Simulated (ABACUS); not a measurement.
Input of the run:

INPUT:
```
INPUT_PARAMETERS
suffix              SiRu
calculation         nscf
basis_type          pw
pseudo_dir          ./
symmetry            -1
dft_functional      pbesol
ecutwfc             40.0
pseudo_rcut         10
nspin               1
nbands              54
ks_solver           dav
smearing_method     fd
smearing_sigma      0.00367493
scf_thr             1e-08
scf_nmax            100
mixing_type         broyden
mixing_beta         0.7
ecutrho             320.0
init_chg            file
pw_diag_thr         1e-07
out_band            1
kpar                4
```

STRU:
```
ATOMIC_SPECIES
Ru 101.0700 ru_pbesol_v1.2.uspp.F.UPF
Si 28.0850 si_pbesol_v1.uspp.F.UPF

LATTICE_CONSTANT
1.8897261246

LATTICE_VECTORS
4.7085953800 0.0000000000 0.0000000000
0.0000000000 4.7085953800 0.0000000000
0.0000000000 0.0000000000 4.7085953800

ATOMIC_POSITIONS
Direct

Ru
0.0
4
0.1294055100 0.1294055100 0.1294055100 1 1 1
0.3705944900 0.8705944900 0.6294055100 1 1 1
0.6294055100 0.3705944900 0.8705944900 1 1 1
0.8705944900 0.6294055100 0.3705944900 1 1 1

Si
0.0
4
0.8375777300 0.8375777300 0.8375777300 1 1 1
0.6624222700 0.1624222700 0.3375777300 1 1 1
0.3375777300 0.6624222700 0.1624222700 1 1 1
0.1624222700 0.3375777300 0.6624222700 1 1 1
```

KPT:
```
K_POINTS
8
Line
0.00000000 0.00000000 0.00000000 6 // G
0.00000000 0.50000000 0.00000000 6 // X
0.50000000 0.50000000 0.00000000 6 // M
0.00000000 0.00000000 0.00000000 6 // G
0.50000000 0.50000000 0.50000000 6 // R
0.00000000 0.50000000 0.00000000 1 // X
0.50000000 0.50000000 0.00000000 6 // M
0.50000000 0.50000000 0.50000000 1 // R
```

System: RuSi, space group P2_13, 8 atoms in the cell.

Computed with ABACUS 3.10.1: PBEsol, GBRV ultrasoft 1.5 PBEsol, no spin polarisation, no spin-orbit coupling, 544 eV cutoff, Fermi-Dirac smearing of 0.05 eV.

What will the band structure look like? The path is Γ–X–M–Γ–R–X|M–R.

The material is gapped. The gap along this path is 0.24 eV and indirect, from the valence-band top between Γ and X to the conduction-band bottom between M and Γ; the smallest direct gap is 0.35 eV, between M and Γ. At X the lowest conduction band lies only 0.07 eV higher. The top valence band spans 1.1 eV and the lowest conduction band 0.8 eV. The direct gaps are 1.33 eV at Γ, 1.76 eV at R and 0.44 eV at X.

The density is read from an earlier self-consistent run, whose mesh may be coarse. LDA, GGA and most meta-GGA functionals understate gaps. The cell comes from a database of computed structures, and whether it is the stable form of this composition wasn't checked.

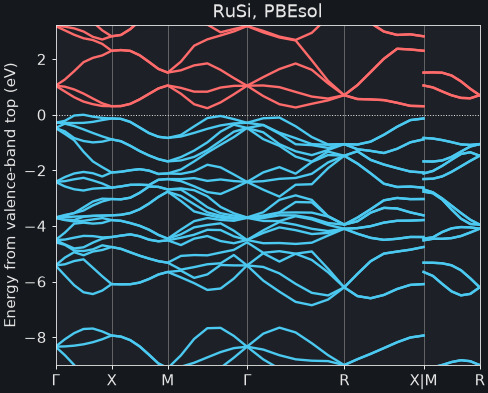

Band structure. Energies are counted from the top of the valence band. The path has few k points, so lines between them are rough.
